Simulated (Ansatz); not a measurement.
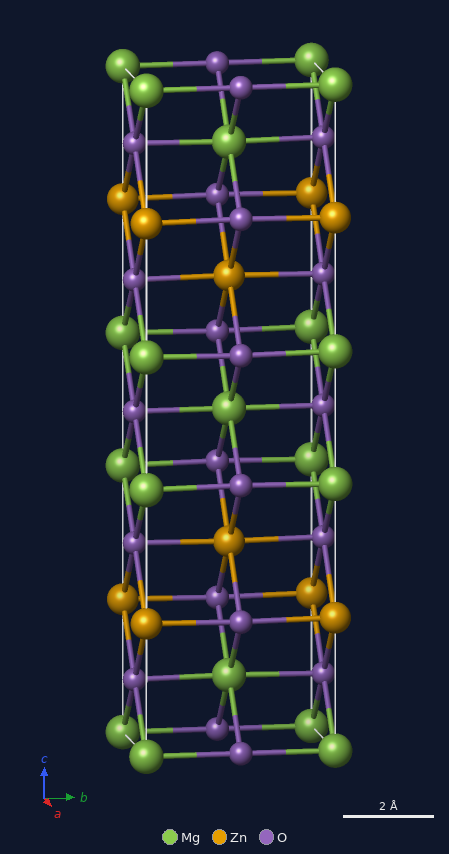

Structure drawing (ball-and-stick), viewed slightly off an axis. The box is the conventional unit cell; atoms on or close to its faces, edges and corners are drawn wherever they repeat. Cell: a = 3.04 Å, b = 4.28 Å, c = 15.14 Å, α = 90.00°, β = 90.00°, γ = 90.00°.

The model was built from a structure type filled with these elements by a generator (whether the compound takes this form wasn't checked). Earlier steps of the study, as a rule a relaxation of our own, may have changed the cell and positions, so they can lie some per cent off the listed ones. Ansatz was used for an electronic-structure calculation on it.

Summary of the structure:

Answer. The structure is one of Mg3Zn2O5. The structure has Immm (No. 71) symmetry and a body-centred orthorhombic lattice. Content of the cell: 6 Mg, 4 Zn, 10 O (Z = 2). The neighbours of Mg are six O in an octahedral arrangement at about 2.1 Å. The neighbours of Zn are six O in an octahedral arrangement at about 2.1 Å. O takes three kinds of site: 4j with four Mg and two Zn in an octahedral arrangement (about 2.1 Å to Mg, 2.2 Å to Zn); 4j with four Zn and two Mg in an octahedral arrangement (about 2.2 Å to Zn, 2.1 Å to Mg); 2d with six Mg in an octahedral arrangement at about 2.1 Å. The bonds build a three-dimensional framework.

Electronic-structure method: DFT r2SCAN, scalar-relativistic, plane waves, PAW (Ansatz 0.2.0). Parameters: plane-wave cutoff 500 eV, k-points about 0.25 Å⁻¹ apart, Gaussian smearing of 0.02 eV, no spin polarisation.

What is the band gap, if any?

Answer. An insulator at this level, with a gap of 3.19 eV, indirect.

What charge does Bader's analysis assign to each element?

Answer. Mg +1.75 e; Zn +1.31 e; O -1.74 to -1.47 e.

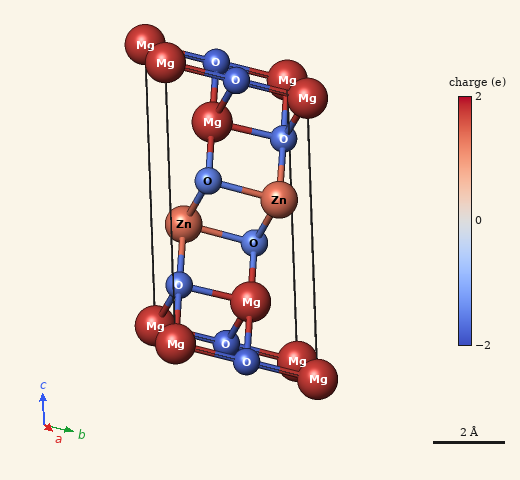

The atoms coloured by those charges. The run's cell of 10 atoms is drawn in a reduced setting, so axes and origin can differ from the first picture.

Are forces and stress small enough to call this relaxed?

Answer. No. The largest force is 0.11 eV/Å, on O. The pressure is -6.3 GPa, so the cell would contract.
